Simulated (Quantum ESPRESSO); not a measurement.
System: CoSi.

```
CELL_PARAMETERS angstrom
-2.78133 0.00000 0.00000
0.00000 2.78133 2.78133
0.00000 2.78133 -2.78133
ATOMIC_POSITIONS crystal
Co 0.99637 0.75501 0.74202
Co 0.00363 0.24499 0.25798
Si 0.49959 0.25189 0.74144
Si 0.50041 0.74811 0.25856
```

Space group P-1; a structure from a database of computed crystals, not necessarily the ambient phase; not relaxed (largest force 0.5 eV/Å); spin-polarised.

All numbers below come from Kohn-Sham DFT of a periodic cell, PBE, SSSP 1.3 efficiency PBE in Quantum ESPRESSO 7.5.

Question: Predict the valence pseudo-density and spin density between the atoms.

Answer: Co–Si (2.39 Å): ρ is about 0.42 e/Å³ halfway.
The spin density sits on Co: +0.6 μB (×2) in one cell of 4 atoms: parallel main moments (a ferromagnetic arrangement) in this solution. The cell of the calculation (4 atoms) carries 1.1 μB of net spin moment.

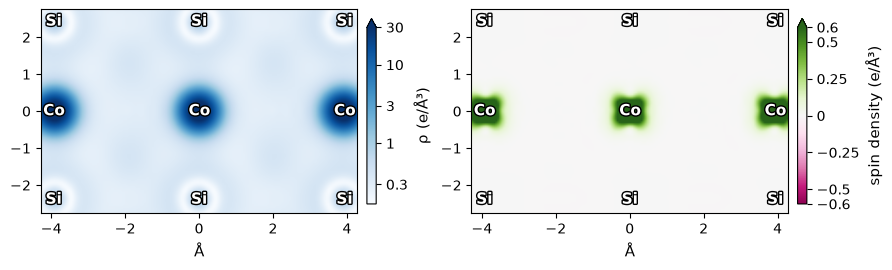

Computed valence pseudo-density and spin density on the (110) plane of the conventional cell, in this order. 

In a pseudopotential calculation such maps are meaningful between the atoms, not at the nuclei.
